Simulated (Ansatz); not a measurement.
System InN (space group P6_3mc, No. 186); source of the atomic positions: the end point of a relaxation with DFT r2SCAN, scalar-relativistic, plane waves, PAW (Ansatz).

Space group P6_3mc (No. 186). a = 3.547 Å, b = 3.547 Å, c = 5.723 Å, α = 90.00°, β = 90.00°, γ = 120.00°
```tsv
atom	site	symmetry	x	y	z
In	2b	3m.	0.3333	0.6667	0.9978
N	2b	3m.	0.3333	0.6667	0.3772
```

Bonds are taken as In–N below 2.4 Å; no other contact counts. Atoms with one bond or none are removed and atoms with two bonds are replaced by edges, until no such atom is left.

Derive the underlying net.

The result is a uninodal 4-connected, three-periodic net: In and N are 4-connected nodes. It is the lon net, known from lonsdaleite, wurtzite and tridymite. It is a single net, without interpenetration.

| node | links | point symbol | coordination sequence |
| --- | --- | --- | --- |
| In and N | 4 | 6⁶ | 4 12 25 44 |

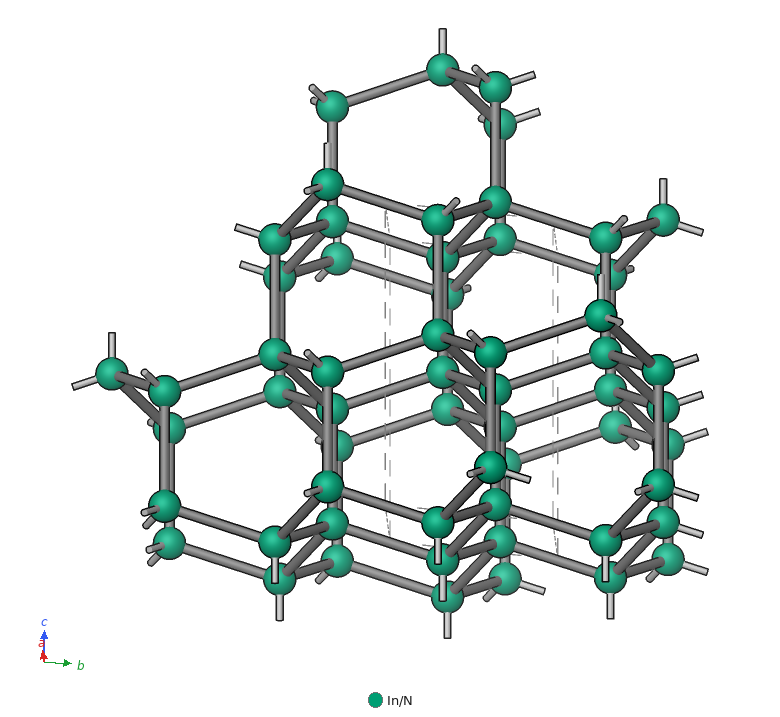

Nodes are coloured by topological kind. Short stubs are edges that leave the cut-out.
